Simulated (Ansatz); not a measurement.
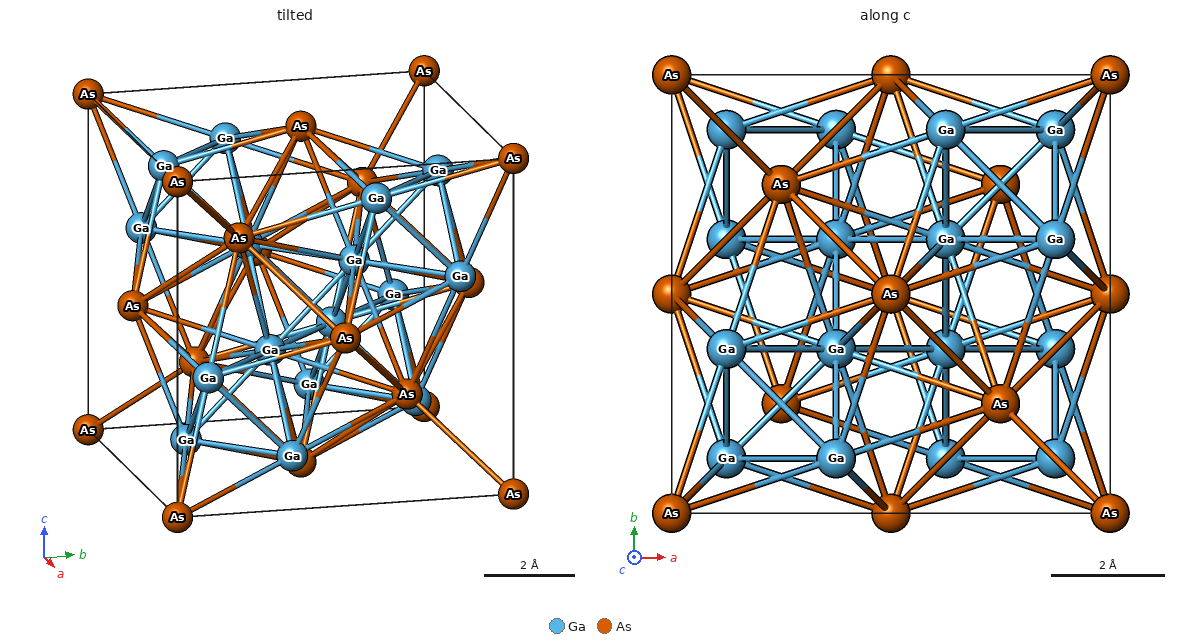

A ball-and-stick rendering, viewed slightly off an axis and along the c axis. The frame is the conventional unit cell; atoms at its boundary are shown with their periodic copies. Cell: a = 7.80 Å, b = 7.80 Å, c = 7.80 Å, α = 90.00°, β = 90.00°, γ = 90.00°.

Provenance: a structure type filled with these elements by a generator (whether the compound takes this form wasn't checked). Earlier steps of the study may have refined or changed the cell and positions. Ansatz was used for an electronic-structure calculation on it.

> Explain the picture.

The formula is Ga$_{2}$As. It takes space group Fd-3m (No. 227) on a face-centred cubic lattice. Prototype: cubic Laves phase (C15, MgCu₂ type). Atoms per cell: 24 (16 Ga, 8 As). Each Ga has six Ga and six As (about 2.8 Å to Ga, 3.2 Å to As). Each As atom has twelve Ga and four As (about 3.2 Å to Ga, 3.4 Å to As) around it. The bonds build a three-dimensional framework.

Computational set-up: Ansatz, DFT PBE, scalar-relativistic, plane waves, PAW, a basis cut at 420 eV, k-points about 0.17 Å⁻¹ apart, Gaussian smearing of 0.1 eV, no spin polarisation.

> Classify it as metallic or gapped, with the value.

A metal: bands cross the Fermi level.

> What charge does Bader's analysis assign to each element?

Ga +0.14 e; As -0.28 e.

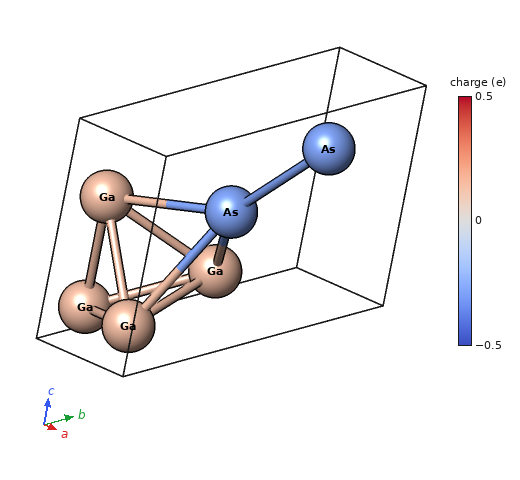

The atoms coloured by those charges. The run's cell of 6 atoms is drawn, so axes and origin can differ from the first picture.

> Does the calculation find this structure at rest?

Yes. All forces vanish to within 0.01 eV/Å. The pressure is 0.0 GPa, close to zero.
